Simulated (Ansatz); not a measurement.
A series of calculations on Hf

**1. Relaxation**

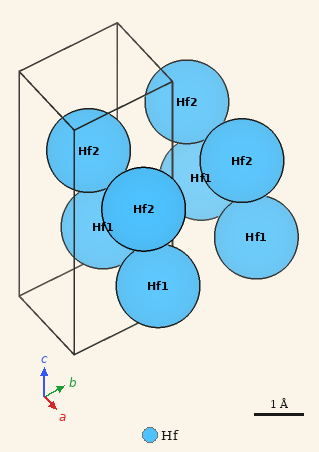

Solid Hf (set up in P6_3/mmc), before the relaxation. A spheres-only model of the cell of the calculation, repeated 2 × 2 × 1 with one cell outlined, seen from a free direction.

Method: DFT PBE, scalar-relativistic, plane waves, PAW in Ansatz.

The input:
```yaml
crystal:
  lattice:
    - [3.19238463, 0.0, 0.0]
    - [-1.59619232, 2.76468619, 0.0]
    - [0.0, 0.0, 5.04504164]
  atoms:
    - { symbol: Hf, position: [0.33333333, 0.66666667, 0.25] }
    - { symbol: Hf, position: [0.66666667, 0.33333333, 0.75] }
basis:
  ecutwfc: 420
kpoints:
  mp_grid: { grid: [18, 18, 8] }
hamiltonian:
  xc: pbe
scf:
  occupations: { method: gaussian, width: 0.1 }
output:
  forces: true
  stress: true
  eigenvalues: true
  write_density: true
  write_potential: true
  elf: true
  volumetric_format: npy
relax:
  adjacent_minimum: "off"
  f_tol: 0.005
  max_steps: 80
  cell: { stress_tol: 0.05 }
```

Run as
```bash
ansatz run input.yaml --threads 4 --pin off --max-ram 8192MiB --backend cpu --events-out ev --progress --plain --runs-dir out
```

Predict the outcome.

Answer. After 1 accepted move (3 points after the start) the energy has fallen by 2.2 meV per cell of the calculation. All forces vanish by symmetry, so only the cell relaxes. Pressure: 1.32 GPa at the start and −0.03 GPa at the end. The line search rejected the trial step at point 1 of the run. At 1 point the geometry stayed and the basis and grid were re-selected for the new cell (energy shift of 0.2 meV per cell of the calculation at most each time). The atoms keep their places relative to the cell (all moves are under 0.005 Å). The drawn cell changes as follows: a = b 3.192 → 3.205 Å (+0.4 %), c 5.045 → 5.068 Å (+0.5 %); the volume changes by +1.2 %. Near-neighbour distances that change, for instance: Hf1–Hf2 3.124 → 3.138 Å, Hf1–Hf1 3.192 → 3.205 Å. The space group stays P6_3/mmc (No. 194).

Step by step:

```json
{"step": "0", "E − E(0), meV/atom": "0.00", "pressure, GPa": "1.32", "volume, Å³/atom": "22.264", "note": ""}
{"step": "1", "E − E(0), meV/atom": "1.32", "pressure, GPa": "-1.80", "volume, Å³/atom": "22.926", "note": "rejected"}
{"step": "2", "E − E(0), meV/atom": "-1.03", "pressure, GPa": "-0.03", "volume, Å³/atom": "22.539", "note": ""}
{"step": "3", "E − E(0), meV/atom": "-1.10", "pressure, GPa": "-0.03", "volume, Å³/atom": "22.539", "note": "same geometry, new basis"}
```

**2. Relaxation**

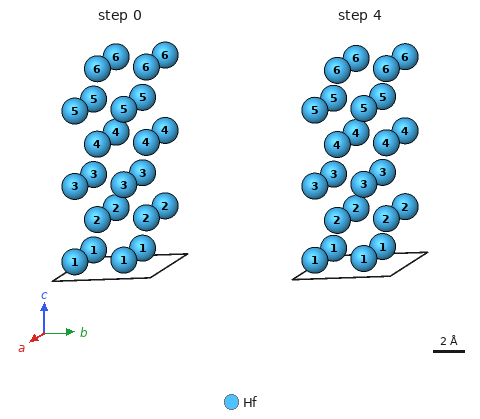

The structure of a slab of composition Hf (cut from the P6_3/mmc phase) before (left) and after (right) a relaxation, at one scale.

The picture is a spheres-only view of the 2 × 2 repeat of the cell, outlined in the plane, without the vacuum, seen slightly off an axis.

Case: (0 0 1) slab, atoms relaxed. The slab is the (0 0 1) face of Hf.

All numbers below come from DFT PBE, scalar-relativistic, plane waves, PAW (Ansatz). Settings: plane-wave cutoff 420 eV; k-point mesh 12 × 12 × 1; occupations gaussian; smearing width 0.1 eV; no spin polarisation; dipole correction; atoms relaxed in a fixed cell; force threshold 0.02 eV/Å; at most 60 steps.

Summarise the run.

Answer. After 3 accepted moves (4 points after the start) the energy has fallen by 0.126 eV per cell of the calculation. Largest force component: 0.74 eV/Å at the start, 0.0018 eV/Å at the end. The line search rejected the trial step at point 1 of the run. The largest moves relative to the layer's centre, 0.11 Å, are those of Hf1 and Hf6. Hf6 goes along the normal (−c). The lattice vectors keep their values. Some distances before and after: Hf1–Hf2 3.138 → 3.007 Å, Hf2–Hf3 3.138 → 3.201 Å, Hf3–Hf4 3.138 → 3.100 Å. The run took 72 s on 4 threads of Arm Neoverse V2, on a shared host, peak memory 0.96 GiB.

**3. A change**

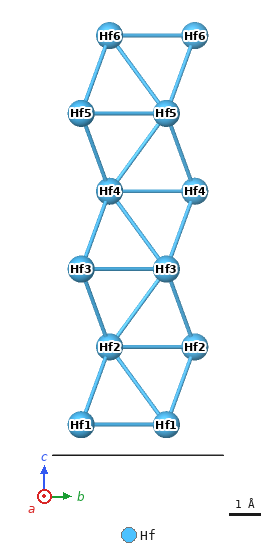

This is a (0 0 1) slab of Hf as cut from the relaxed bulk. The picture is a ball-and-stick view of the 2 × 2 repeat of the cell, outlined in the plane, without the vacuum, seen along the a axis.

Theory: DFT PBE, scalar-relativistic, plane waves, PAW (Ansatz). Set-up: plane-wave cutoff 420 eV; occupations gaussian; smearing width 0.1 eV; no spin polarisation. The k-mesh is chosen for each cell (12×12×7, 12×12×1).

Change: The atoms of the slab are relaxed at the bulk's in-plane cell.

Input
```yaml
crystal:
  lattice:
    - [3.2046131816, 0.0, 0.0]
    - [-1.6023065908, 2.7752764246, 0.0]
    - [0.0, 0.0, 27.6711822464]
  atoms:
    - { symbol: Hf, position: [0.6666666667, 0.3333333333, 0.2710400999] }
    - { symbol: Hf, position: [0.3333333333, 0.6666666667, 0.3626240599] }
    - { symbol: Hf, position: [0.6666666667, 0.3333333333, 0.45420802] }
    - { symbol: Hf, position: [0.3333333333, 0.6666666667, 0.54579198] }
    - { symbol: Hf, position: [0.6666666667, 0.3333333333, 0.6373759401] }
    - { symbol: Hf, position: [0.3333333333, 0.6666666667, 0.7289599001] }
basis:
  ecutwfc: 420
kpoints:
  mp_grid: { grid: [12, 12, 1] }
hamiltonian:
  xc: pbe
scf:
  occupations: { method: gaussian, width: 0.1 }
output:
  forces: true
  eigenvalues: true
  write_density: true
  write_potential: true
  elf: true
  volumetric_format: npy
relax:
  adjacent_minimum: "off"
  f_tol: 0.02
  max_steps: 60
efield:
  axis: 3
  dipole_correction: true
  ramp_width: 0.04
```

Run as
```bash
ansatz run input.yaml --threads 4 --pin off --max-ram 8192MiB --backend cpu --events-out ev --progress --plain --runs-dir out
```

**Predict the response.**

The surface energy (mean of the two faces) falls from 1.85 to 1.74 J/m². The top spacing, between the Hf and Hf planes, goes from 2.53 to 2.37 Å (−6.5 %), the bottom one (Hf to Hf) from 2.53 to 2.37 Å (−6.5 %). The cell stays as it was. The largest moves relative to the layer's centre, 0.11 Å, are those of Hf1 and Hf6. Hf6 goes along the normal (−c). Among the bonded contacts that change: Hf–Hf 3.138 → 3.007 to 3.201 Å.

Drawn alike, the variant:

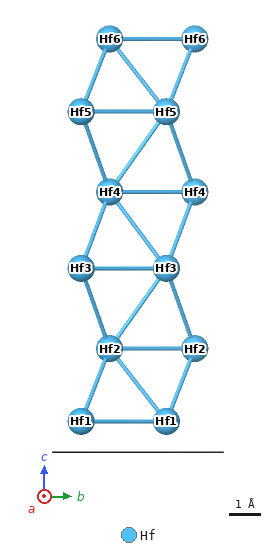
